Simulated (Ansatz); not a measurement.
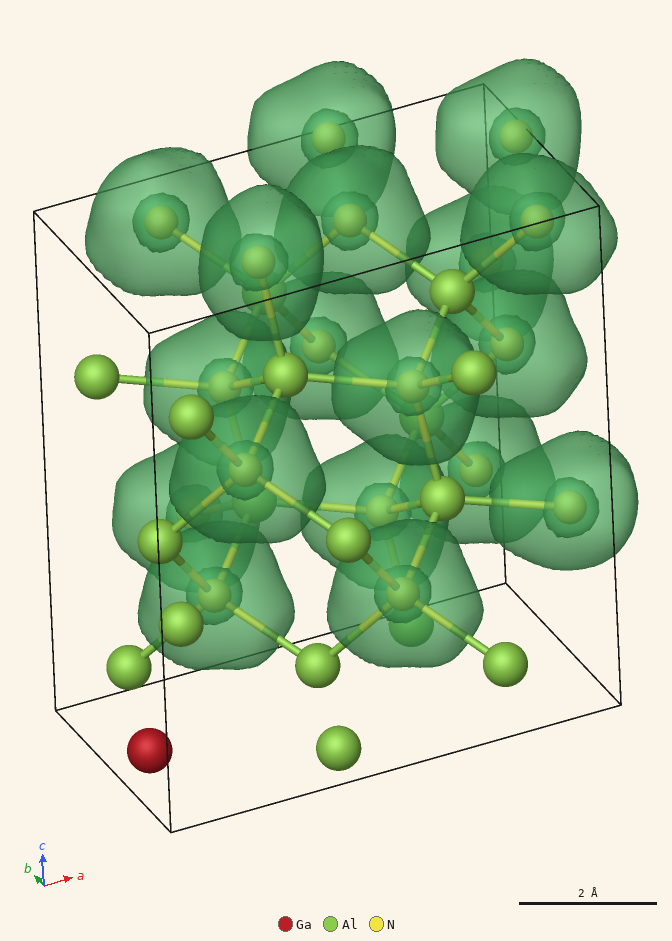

Figure. Al₁₇GaN₁₈ (cell with a defect). Isosurface of the ELF at 0.65 (green), seen slightly off an axis. Core shells and regions of very low density are left out. Sticks mark near contacts.

Theory: Ansatz, DFT PBEsol, scalar-relativistic, plane waves, PAW.

In a PAW calculation such maps are meaningful between the atoms, not at the nuclei.

Input

```
crystal:
  lattice:
    - [4.6706711409, 2.6966132405, -4.9836450386]
    - [0.0, -5.393226481, -4.9836450386]
    - [-4.6706711409, 2.6966132405, -4.9836450386]
  atoms:
    - { symbol: Ga, position: [0.0558815908, 0.3892149242, 0.0558815908] }
    - { symbol: Al, position: [0.0558815908, 0.0558815908, 0.3892149242] }
    - { symbol: Al, position: [0.3892149242, 0.3892149242, 0.7225482575] }
    - { symbol: Al, position: [0.7225482575, 0.3892149242, 0.3892149242] }
    - { symbol: Al, position: [0.3892149242, 0.0558815908, 0.0558815908] }
    - { symbol: Al, position: [0.0558815908, 0.7225482575, 0.7225482575] }
    - { symbol: Al, position: [0.3892149242, 0.7225482575, 0.3892149242] }
    - { symbol: Al, position: [0.7225482575, 0.0558815908, 0.7225482575] }
    - { symbol: Al, position: [0.7225482575, 0.7225482575, 0.0558815908] }
    - { symbol: Al, position: [0.7781038131, 0.1114371464, 0.1114371464] }
    - { symbol: Al, position: [0.7781038131, 0.7781038131, 0.4447704797] }
    - { symbol: Al, position: [0.1114371464, 0.1114371464, 0.7781038131] }
    - { symbol: Al, position: [0.4447704797, 0.1114371464, 0.4447704797] }
    - { symbol: Al, position: [0.1114371464, 0.7781038131, 0.1114371464] }
    - { symbol: Al, position: [0.7781038131, 0.4447704797, 0.7781038131] }
    - { symbol: Al, position: [0.1114371464, 0.4447704797, 0.4447704797] }
    - { symbol: Al, position: [0.4447704797, 0.7781038131, 0.7781038131] }
    - { symbol: Al, position: [0.4447704797, 0.4447704797, 0.1114371464] }
    - { symbol: "N", position: [0.9285628536, 0.2618961869, 0.9285628536] }
    - { symbol: "N", position: [0.9285628536, 0.9285628536, 0.2618961869] }
    - { symbol: "N", position: [0.2618961869, 0.2618961869, 0.5952295203] }
    - { symbol: "N", position: [0.5952295203, 0.2618961869, 0.2618961869] }
    - { symbol: "N", position: [0.2618961869, 0.9285628536, 0.9285628536] }
    - { symbol: "N", position: [0.9285628536, 0.5952295203, 0.5952295203] }
    - { symbol: "N", position: [0.2618961869, 0.5952295203, 0.2618961869] }
    - { symbol: "N", position: [0.5952295203, 0.9285628536, 0.5952295203] }
    - { symbol: "N", position: [0.5952295203, 0.5952295203, 0.9285628536] }
    - { symbol: "N", position: [0.9841184092, 0.3174517425, 0.3174517425] }
    - { symbol: "N", position: [0.9841184092, 0.9841184092, 0.6507850758] }
    - { symbol: "N", position: [0.3174517425, 0.3174517425, 0.9841184092] }
    - { symbol: "N", position: [0.6507850758, 0.3174517425, 0.6507850758] }
    - { symbol: "N", position: [0.3174517425, 0.9841184092, 0.3174517425] }
    - { symbol: "N", position: [0.9841184092, 0.6507850758, 0.9841184092] }
    - { symbol: "N", position: [0.3174517425, 0.6507850758, 0.6507850758] }
    - { symbol: "N", position: [0.6507850758, 0.9841184092, 0.9841184092] }
    - { symbol: "N", position: [0.6507850758, 0.6507850758, 0.3174517425] }
  host:
    lattice:
      - [3.1137807606, 0.0, 0.0]
      - [-1.5568903803, 2.6966132405, 0.0]
      - [0.0, 0.0, 4.9836450386]
    atoms:
      - { symbol: Al, position: [0.6666666667, 0.3333333333, 0.4990218942] }
      - { symbol: Al, position: [0.3333333333, 0.6666666667, 0.9990218942] }
      - { symbol: "N", position: [0.6666666667, 0.3333333333, 0.8809781058] }
      - { symbol: "N", position: [0.3333333333, 0.6666666667, 0.3809781058] }
basis:
  ecutwfc: 420
  xc_grid: 2
kpoints:
  mp_grid: { grid: [2, 2, 2], shift: [0.5, 0.5, 0.5] }
hamiltonian:
  xc: pbesol
scf:
  occupations: { method: gaussian, width: 0.02 }
output:
  forces: true
  stress: false
  eigenvalues: true
  charged_corrections: { defect_position: [0.05588159, 0.38921492, 0.05588159] }
  write_density: true
  write_potential: true
  elf: true
  volumetric_format: npy
relax:
  adjacent_minimum: "off"
  f_tol: 0.03
  max_steps: 40
```

Launched as:

```sh
ansatz run input.yaml --threads 8 --pin off --max-ram 16384MiB --backend cpu --events-out ev --progress --plain --runs-dir out
```

The fields are those of the run's last geometry, not of the input's.

Question: Where are the electrons localised?

Answer: The surface consists of 18 regions on N in which the atom's valence shell and bonds are merged, counted in one cell of 36 atoms. Regions shared between cells count once. Along the contacts the grid gives the following. Al–N (1.88 Å): the ELF peaks at about 0.90 between the atoms, as expected for a polar covalent bond. Ga–N (1.94 Å): the ELF peaks at about 0.85 in the valence shell of N, 0.7 Å from its nucleus, and is about 0.45 at the midpoint.
